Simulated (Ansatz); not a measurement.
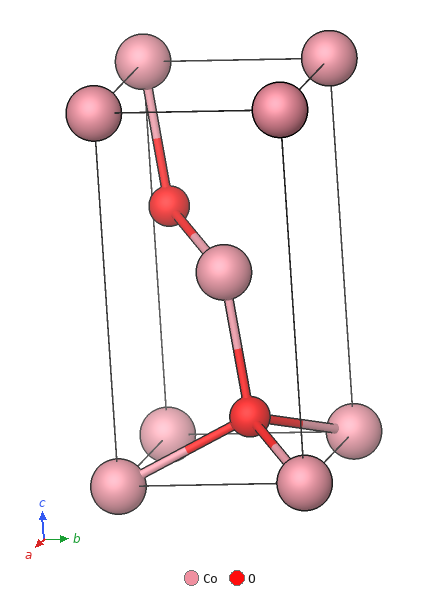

Ball-and-stick drawing of the structure, looking slightly off an axis. One unit cell is outlined, and atoms on its boundary appear in each equivalent place. Cell: a = 3.20 Å, b = 3.20 Å, c = 5.42 Å, α = 72.82°, β = 72.82°, γ = 60.00°.

The initial geometry was a structure listed in the Materials Project. Earlier steps of the study may have refined or changed the cell and positions. An electronic-structure calculation with Ansatz was run on it.

Q: What does the picture show?

A: The structure is one of CoO. Strictly the space group is R3m (No. 160, within 0.01 Å). It is a distorted form of a face-centred cubic structure, space group F-43m (No. 216) within 0.25 Å: zinc blende (sphalerite type). In the cell are 2 Co, 2 O, which makes 2 formula units. Each Co atom is coordinated by four O in a tetrahedral arrangement at about 1.9 to 2.0 Å. The coordination shell of O holds four Co in a tetrahedral arrangement at about 1.9 to 2.0 Å. The bonds build a three-dimensional framework.

Computational set-up: DFT PBE, scalar-relativistic, plane waves, PAW (Ansatz), E_cut = 420 eV, k-points about 0.15 Å⁻¹ apart, Gaussian smearing of 0.01 eV, collinear spins.

Q: Which atoms carry magnetic moments in this run, and how do they order?

A: The state reached is antiferromagnetic. Sizes: Co 2.0 μB; net moment 0.0 μB in the run's cell of 4 atoms.

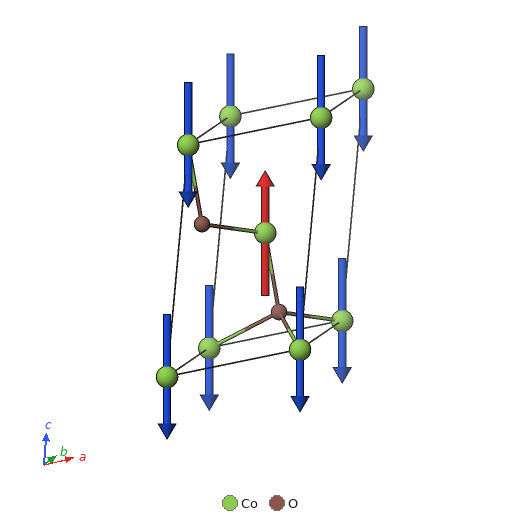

Site moments above 0.25 μB as arrows, small induced ones on non-metal atoms left out (red along the largest or up, blue against, purple across). The run's cell of 4 atoms is drawn in a reduced setting, so axes and origin can differ from the first picture.

Q: Predict the gap.

A: A semiconductor at this level, with a gap of 0.05 eV, indirect.

Q: How are the electrons shared out in a Bader analysis?

A: Co +1.14 e; O -1.14 e.

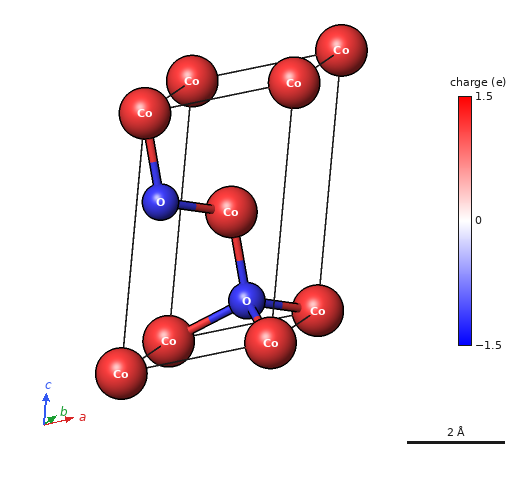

The atoms coloured by those charges. The run's cell of 4 atoms is drawn in a reduced setting, so axes and origin can differ from the first picture.

Q: Is this an equilibrium geometry for the method given?

A: Yes. All forces vanish to within 0.01 eV/Å. The pressure is 0.0 GPa, close to zero.
